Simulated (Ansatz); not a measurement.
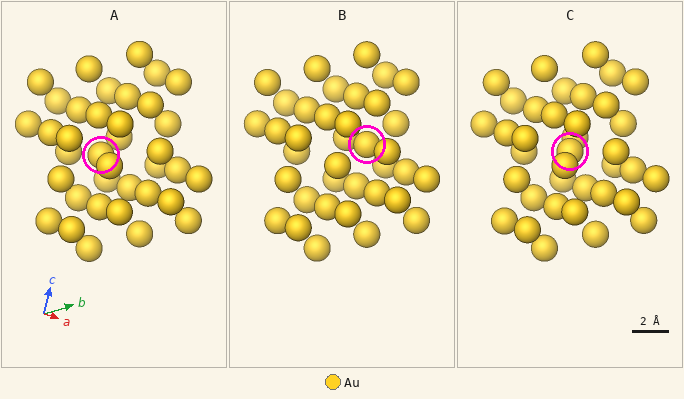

3 geometries from a converged minimum-energy path of a defect cell of composition Au with an Au vacancy (7 atoms in the cell), shuffled. A spheres-only model of the atoms within 5.7 Å of the middle of the path, seen slightly off an axis. The moving atom is ringed, with any periodic copies.

Method: Ansatz 0.2.0, DFT, PAW plane waves, PBE. Run with plane-wave cutoff 420 eV; k-point mesh 3 × 3 × 3; Gaussian smearing 0.1 eV; 3 movable images; climbing image; force threshold 0.1 eV/Å; iteration limit 40.

Q: Which frame is the top of the path?

A: C. In order along the path, whose images run from 0 to 4: A (image 1, +0.35 eV), C (image 2, +0.68 eV), B (image 4, 0.00 eV). It is a vacancy jump: a nearby atom moves into the empty site and leaves its own site empty. An Au atom travels furthest, 2.92 Å from end to end, along +b, on a straight line. At the highest image its nearest neighbour (Au) is 2.73 Å away, against 2.93 Å at the start, and the surrounding atoms stand up to 0.21 Å off the mean of their end positions.

Limits of the set-up: the periodic images lie only 5.9 Å apart, so the values are limited by the cell's size.

Cost: 50 s on 4 threads of Intel(R) Xeon(R) Platinum 8488C (Sapphire Rapids) (shared host), peak memory 0.98 GiB.
